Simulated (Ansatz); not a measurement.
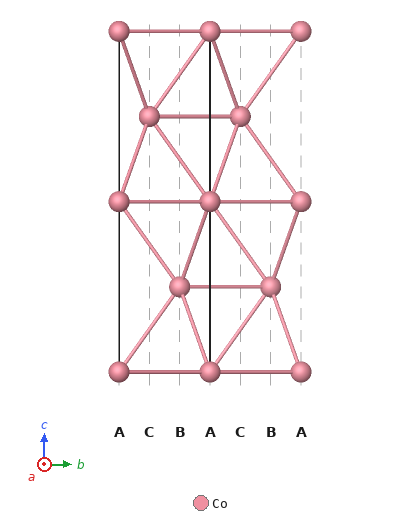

Projection along an edge of the hexagonal mesh, stacking direction c upwards. The dashed lines mark the three columns A (0, 0), B (1/3, 2/3) and C (2/3, 1/3). The sequence starts with the first layer at or above the cell's origin.

Co: the geometry relaxed at fixed volume with DFT PBE, scalar-relativistic, plane waves, PAW (Ansatz).

**Give the sequence of layers in one repeat, with element and column.**

Co(A) – Co(B) – Co(A) – Co(C) (four layers in 7.92 Å).

**Taking all atoms as equal spheres, what packing is it?**

As equal spheres, ABAC: a mixed close packing, (ch) in Jagodzinski's notation.

**What short polytype symbol fits?**

Polytype symbol 4H, Ramsdell's symbol (number of layers in the repeat and lattice).

Heights of the layers:

| layer | atoms (column) | height (Å) | to next (Å) |
| --- | --- | --- | --- |
| 1 | Co(A) | 0.00 | 1.98 |
| 2 | Co(B) | 1.98 | 1.98 |
| 3 | Co(A) | 3.96 | 1.98 |
| 4 | Co(C) | 5.94 | 1.98 |
